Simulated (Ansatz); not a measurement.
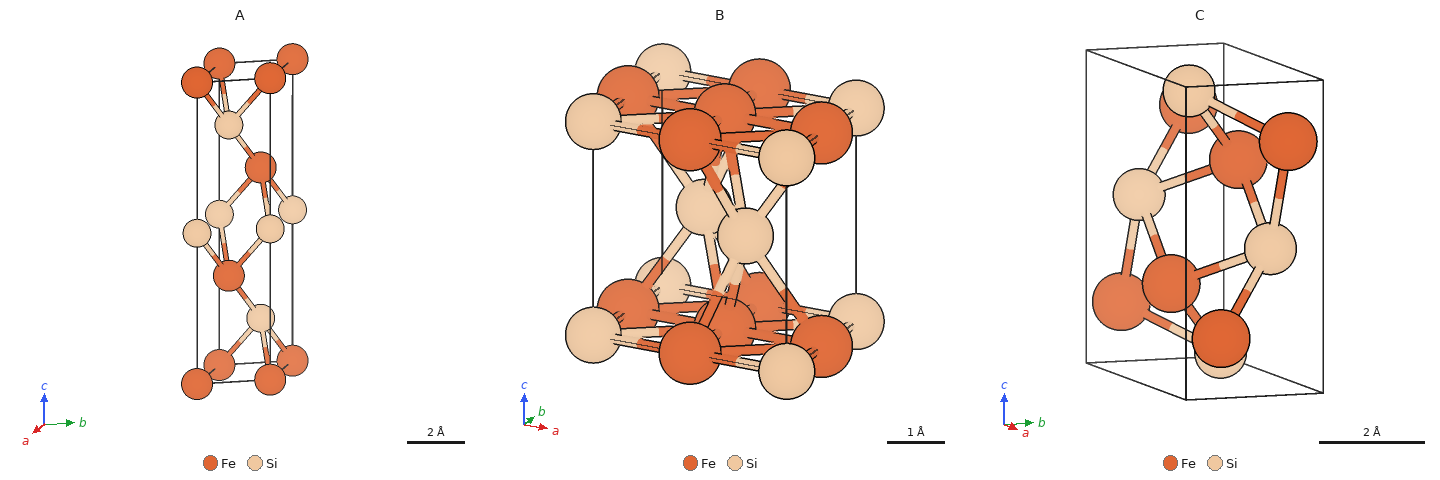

Three structures of FeSi, each relaxed to rest (conventional cells in solid outline, small ones repeated, each panel with its own scale). Method: DFT PBE, scalar-relativistic, plane waves, PAW (Ansatz 0.2.0), with collinear spins.

Name the structure in each panel.

A: 6 atoms a cell on a rhombohedral (trigonal R) lattice, R-3m; B: 6 atoms a cell on a primitive hexagonal lattice, P6/mmm; C: 8 atoms a cell on a primitive orthorhombic lattice, Pnma.

Which of these is lowest in energy, and how far above it do the others lie?

C, then B (+63 meV/atom) and A (+135 meV/atom), energies at zero smearing.

Collect the results in a table.

| panel | structure | E − E(lowest) (meV/atom) | volume (Å³/atom) | gap (eV) |
| --- | --- | --- | --- | --- |
| C | Pnma | 0 | 11.6 | metal |
| B | P6/mmm | 63 | 13.0 | metal |
| A | R-3m | 135 | 11.1 | metal |

Some of these may be structure types tried for this composition rather than known phases, and the most stable form need not be among them. Gaps are taken on the k-mesh or band path of each run.
